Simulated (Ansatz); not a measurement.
# Two runs on PtSe₂

System: PtSe₂ (P-3m1, 3 atoms in the cell).
Method of run A: DFT, HSE06, plane waves, PAW, no spin polarisation (Ansatz 0.2.0).

The structure was built on a prototype by a generator. The geometry comes from this level: r2scan-rvv10 (a point of a series of strains). Text and figures count atoms from 1; the logs count them from 0 in places.

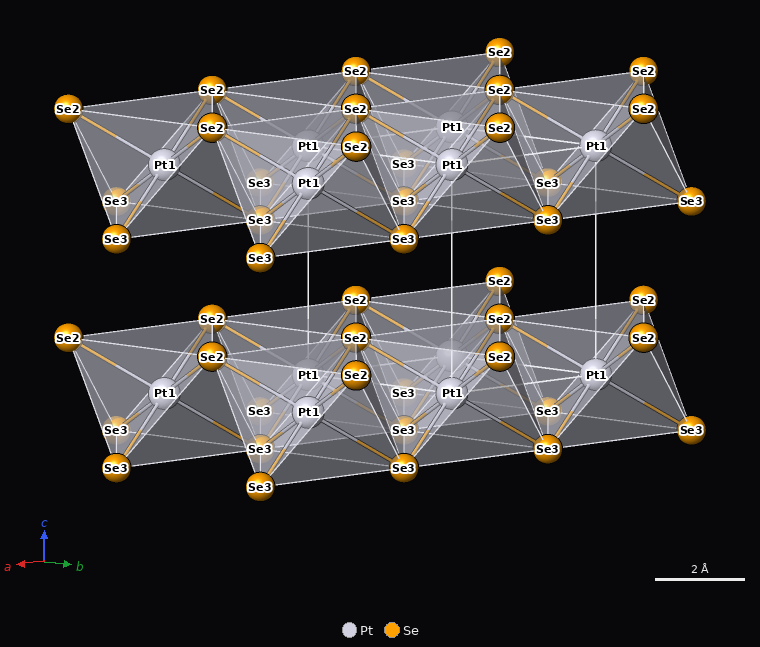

Figure 1. The structure (polyhedral view of the cell of the calculation, repeated 2 × 1 × 1, seen at an oblique angle; polyhedra are completed across the faces of the cell; atoms are numbered from 1 in the order of the input).

## Input file, run A
```yaml
crystal:
  lattice:
    - [3.7472936128, 0.0, 0.0]
    - [-1.8736468064, 3.2452514641, 0.0]
    - [0.0, 0.0, 5.3035424151]
  atoms:
    - { symbol: Pt, position: [0.0, 0.0, 0.0] }
    - { symbol: Se, position: [0.3333333333, 0.6666666667, 0.2434730995] }
    - { symbol: Se, position: [0.6666666667, 0.3333333333, 0.7565269005] }
kpoints:
  mp_grid: { grid: [6, 6, 4] }
  band_path:
    path:
      - [0.0, 0.0, 0.0]
      - [0.5, 0.0, 0.0]
      - [0.3333333333, 0.3333333333, 0.0]
      - [0.0, 0.0, 0.5]
      - [0.5, 0.0, 0.5]
      - [0.3333333333, 0.3333333333, 0.5]
      - [0.0, 0.25, 0.3333333333]
      - [0.0, 0.282552, 0.294271]
    npoints: 1
hamiltonian:
  xc: hse06
scf:
  occupations: { method: fermi_dirac, width: 0.02 }
  n_extra_bands: 4
output:
  forces: true
  stress: true
  eigenvalues: true
```

Launched with:
```bash
ansatz run input.yaml --threads 4 --pin off --max-ram 4608MiB --backend cpu --events-out ev --progress --plain --runs-dir out
```

Hardware: 4 threads of Intel Xeon @ 2.70GHz, 189 GiB of memory available, shared host.

## Output, shortened to warnings, some set-up lines, iterations and results (run A)
```
Warning: output.stress: scf.convergence.dr2_threshold = 1e-7 eV (the SCF's general default) is looser than the 3e-10 eV advised for a printed stress (1e-10 eV for each atom of the cell: 3). What an SCF threshold leaves in a stress goes as its square root, and in the free energy as the threshold itself, and one threshold admits the most on a small cell: of the crystals measured, under no hybrid …
Warning: output.stress: scf.exx.energy_threshold = 1e-6 eV is looser than the 3e-8 eV advised for a stress under a hybrid functional (1e-8 eV for each atom of the cell: 3). Every SCF of the exchange loop can meet its threshold on dr2 while the loop round them stops early: no threshold on dr2 bounds what that leaves in the stress. Set scf.exx.energy_threshold to 3e-8 eV or tighter. The threshold …
Basis set: ecut = 420 eV, 1241 PW (Γ), exchange–correlation on 54×54×72 points (8 copies of the dense FFT grid, shifted against one another)
Symmetry: 12 space group operations
k-points: 24 of 144
Initial density: superposition of atomic densities (neutral atoms: chi_scale 0, normalization atom), corrected by the library's trained network
[...]
SCF iter   1: F=—  HF=-23462.336993 eV  |F-HF|=—  |Δ(HF+E_count)|=         —  Δρ=5.53e-3  dr2=2.21e-2  ethr=1.77e-3  ⟨swp⟩=6.9  Hψ=2696  notcnv=0
SCF iter   2: F=—  HF=-23462.341783 eV  |F-HF|=—  |Δ(HF+E_count)|=   4.79e-3  Δρ=5.77e-3  dr2=4.47e-2  ethr=4.42e-5  ⟨swp⟩=4.0  Hψ=1857  notcnv=0
SCF iter   3: F=—  HF=-23462.333931 eV  |F-HF|=—  |Δ(HF+E_count)|=   7.85e-3  Δρ=1.07e-3  dr2=6.19e-4  ethr=1.22e-6  ⟨swp⟩=2.4  Hψ=3010  notcnv=0
SCF iter   4: F=—  HF=-23462.333986 eV  |F-HF|=—  |Δ(HF+E_count)|=   5.52e-5  Δρ=3.67e-4  dr2=2.95e-5  ethr=1.22e-6  ⟨swp⟩=3.0  Hψ=1513  notcnv=0
SCF iter   5: F=—  HF=-23462.334038 eV  |F-HF|=—  |Δ(HF+E_count)|=   5.19e-5  Δρ=7.96e-5  dr2=1.12e-6  ethr=5.89e-8  ⟨swp⟩=3.6  Hψ=1654  notcnv=0
[... 20 lines ...]
SCF 3 converged in 7 iterations: F = -23467.554748 eV  dr2 = 3.17e-10
SCF iter   1: F=—  HF=-23467.554749 eV  |F-HF|=—  |Δ(HF+E_count)|=         —  Δρ=5.25e-6  dr2=5.95e-9  ethr=1.08e-9  ⟨swp⟩=5.1  Hψ=1525  notcnv=0
SCF iter   2: F=—  HF=-23467.554749 eV  |F-HF|=—  |Δ(HF+E_count)|=  3.27e-10  Δρ=6.67e-7  dr2=3.78e-10  ethr=8.37e-12  ⟨swp⟩=4.0  Hψ=2092  notcnv=0
SCF iter   3: F=-23467.554749 eV  HF=-23467.554749 eV  |F-HF|=8.00e-11  |Δ(HF+E_count)|=   1.88e-9  Δρ=5.46e-7  dr2=1.14e-10  ethr=1.55e-12 (applied; sched 1.00e-12)  …
SCF 4 converged in 3 iterations: F = -23467.554749 eV  dr2 = 1.14e-10
  Residual-converged pass: ⟨swp⟩=3.0  Hψ=1534  notcnv=0  max |occ|·‖R‖ = 2.5e-7 eV (tolerance 2.7e-7 eV)  dr2=1.13e-10  dr2_onsite=1.43e-11  max |Δocc| = 1.0e-15
hybrid outer 3: dexx = +2.957e-9 eV, tail = 3.14e-10 eV, Δε = 1.18e-4 eV (about 9.72e-6 eV left of the loop's levels), ΔF = 5.09e-4 eV/Å (tail 1.16e-4)
NSCF: frozen V_eff on 8 k-points
hybrid SCF converged: 3 outer / 18 inner (+8 warm-up), last move |dexx| = 2.96e-9 eV, tail = 3.14e-10 eV
Stability not checked: this state was not tested for a lower state beside it, because the functional holds exact exchange (a hybrid, or Hartree-Fock), whose exchange loop this test does not read (fock_operator; see scf.lower_state_search)
Free energy (F): -23467.554749 eV
Frozen-core exchange: fock
Harris-Foulkes:  -23467.554749 eV  (|F-HF|=8.00e-11)
Internal energy: -23467.554736 eV  (E = F + TS)
E sigma→0 (E₀):  -23467.554742 eV
Entropy (-TS):   -0.000013 eV (-0.004 meV/atom)
Fermi energy:    12.219205 eV
--- Per-component energies (eV) ---
  E_band       = -1149.311259
  E_kinetic    = 871.261917
  E_local      = -7124.606154  (includes V_loc(G=0)·N_el)
  E_nonlocal   = -990.487077
  E_hartree    = 3293.317712
  E_xc         = -375.515141
  E_vxc        = -396.431971  (∫ρ·V_xc dr)
  E_exx        = -200.157146  (= α·E_x^exact, valence–valence)
  E_paw        = -13172.931714  (= ΣΔE_a)
  E_vpaw       = 304.631718  (= ΣTr[D̂ρ^β])
  E_aug_tail   = -0.001041  (compensation charges beyond the density's cutoff)
  E_ewald      = -5764.266340
  E_core_change = -4.169753  (= ΣΔE_core)
  E_smearing   = -0.000013  (= −TS)
  E_closure    = -0.000000  (closes the sum)
  Σ components = -23467.554749   (vs F -23467.554749, Δ=0.00e0)
--- Forces (eV/Å), atoms counted from 1 ---
  atom   1  Pt     0.00000000     0.00000000     0.00000000
  atom   2  Se    -0.00000000    -0.00000000    -0.31234567
  atom   3  Se     0.00000000     0.00000000     0.31234567
  max |Σ_I F_I| component: 0.00e0 eV/Å
--- Stress (GPa, compression-positive) ---
       -2.011349       0.000000       0.000000
        0.000000      -2.011349       0.000000
        0.000000       0.000000      -0.456081
  P = ⅓ Tr σ = -1.4929 GPa (-14.929 kbar)
```

For run B the input was changed thus:
```diff
-  mp_grid: { grid: [6, 6, 4] }
+  mp_grid: { grid: [12, 12, 6] }
-  xc: hse06
+  xc: pbe
```

How does run B compare with run A?

The total energies belong to different methods, so their difference says nothing on which is more stable or more accurate. The pressure goes from −1.49 to 2.77 GPa. The largest force goes from 0.312 to 0.156 eV/Å. The functional changes from HSE06 to PBE. The SCF takes 6 iterations against 26. The irreducible k-points go from 24 to 100. On the same kind of shared host run B took about 0.037 times as long.

## Output, shortened to warnings, some set-up lines, iterations and results (run B)
```
Basis set: ecut = 420 eV, 1241 PW (Γ), exchange–correlation on 54×54×72 points (8 copies of the dense FFT grid, shifted against one another)
Symmetry: 12 space group operations
k-points: 100 of 864
Initial density: superposition of atomic densities (neutral atoms: chi_scale 0, normalization atom), corrected by the library's trained network
[...]
SCF iter   1: F=—  HF=-23462.327283 eV  |F-HF|=—  |Δ(HF+E_count)|=         —  Δρ=3.17e-3  dr2=5.58e-3  ethr=1.77e-3  ⟨swp⟩=6.1  Hψ=11046  notcnv=0
SCF iter   2: F=—  HF=-23462.328570 eV  |F-HF|=—  |Δ(HF+E_count)|=   1.29e-3  Δρ=1.21e-3  dr2=8.51e-4  ethr=1.12e-5  ⟨swp⟩=2.0  Hψ=5172  notcnv=0
SCF iter   3: F=—  HF=-23462.328831 eV  |F-HF|=—  |Δ(HF+E_count)|=   2.62e-4  Δρ=4.14e-4  dr2=2.10e-4  ethr=1.70e-6  ⟨swp⟩=2.0  Hψ=4403  notcnv=0
SCF iter   4: F=—  HF=-23462.328818 eV  |F-HF|=—  |Δ(HF+E_count)|=   1.31e-5  Δρ=1.27e-4  dr2=2.32e-5  ethr=4.19e-7  ⟨swp⟩=2.0  Hψ=4045  notcnv=0
SCF iter   5: F=—  HF=-23462.328802 eV  |F-HF|=—  |Δ(HF+E_count)|=   1.63e-5  Δρ=3.40e-5  dr2=6.97e-7  ethr=4.63e-8  ⟨swp⟩=2.0  Hψ=3861  notcnv=0
SCF iter   6: F=-23462.328803 eV  HF=-23462.328803 eV  |F-HF|=1.32e-8  |Δ(HF+E_count)|=   7.48e-7  Δρ=5.51e-6  dr2=1.92e-8  ethr=2.00e-10  ⟨swp⟩=6.0  Hψ=12744  notcnv=0
SCF 1 converged in 6 iterations: F = -23462.328803 eV  dr2 = 1.92e-8
NSCF: frozen V_eff on 8 k-points
SCF converged after 6 iterations
Free energy (F): -23462.328803 eV
Harris-Foulkes:  -23462.328803 eV  (|F-HF|=1.32e-8)
Internal energy: -23462.328052 eV  (E = F + TS)
E sigma→0 (E₀):  -23462.328427 eV
Entropy (-TS):   -0.000751 eV (-0.250 meV/atom)
Fermi energy:    12.244626 eV
--- Per-component energies (eV) ---
  E_band       = -1006.848244
  E_kinetic    = 873.905127
  E_local      = -7128.948356  (includes V_loc(G=0)·N_el)
  E_nonlocal   = -990.575438
  E_hartree    = 3295.704496
  E_xc         = -470.283236
  E_vxc        = -499.358223  (∫ρ·V_xc dr)
  E_paw        = -13277.863268  (= ΣΔE_a)
  E_vpaw       = 146.721309  (= ΣTr[D̂ρ^β])
  E_aug_tail   = -0.001037  (compensation charges beyond the density's cutoff)
  E_ewald      = -5764.266340
  E_smearing   = -0.000751  (= −TS)
  E_closure    = 0.000000  (closes the sum)
  Σ components = -23462.328803   (vs F -23462.328803, Δ=0.00e0)
--- Forces (eV/Å), atoms counted from 1 ---
  atom   1  Pt     0.00000000    -0.00000000     0.00000000
  atom   2  Se     0.00000000    -0.00000000     0.15620319
  atom   3  Se    -0.00000000     0.00000000    -0.15620319
  max |Σ_I F_I| component: 5.25e-31 eV/Å
--- Stress (GPa, compression-positive) ---
        3.053083       0.000000       0.000000
        0.000000       3.053083       0.000000
        0.000000       0.000000       2.214521
  P = ⅓ Tr σ = 2.7736 GPa (27.736 kbar)
```

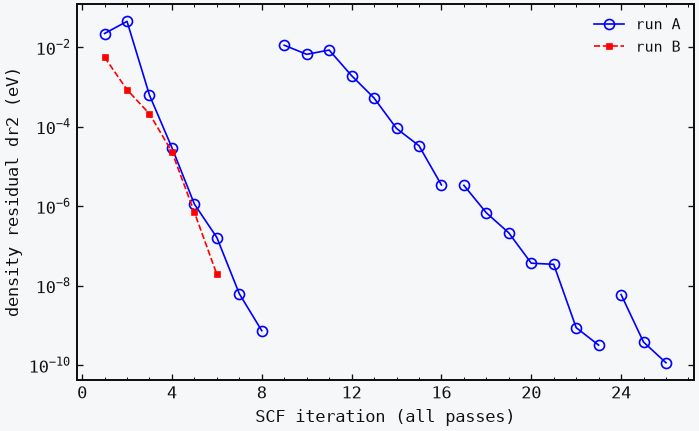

Figure 2. Convergence of the two runs: density residual dr2 against the SCF iteration. A break in a curve parts two SCF passes. Run A takes 26 iterations in all, and run B takes 6.

## The two runs side by side

| quantity | run A | run B |
| --- | --- | --- |
| outcome | converged | converged |
| free energy per atom (eV) | −7822.5182 | −7820.7763 |
| pressure (GPa) | −1.49 | 2.77 |
| largest force (eV/Å) | 0.312 | 0.156 |
| SCF iterations | 26 | 6 |
| irreducible k-points | 24 | 100 |
| plane waves at Γ | 1241 | 1241 |
| wall time (shared host) | 1.7 min | 3.7 s |

For both runs: Spin–orbit coupling is left out, which matters for Pt. For run A: Warnings: the exchange loop's threshold is looser than advised for the stress; the SCF threshold is looser than advised for the printed stress.
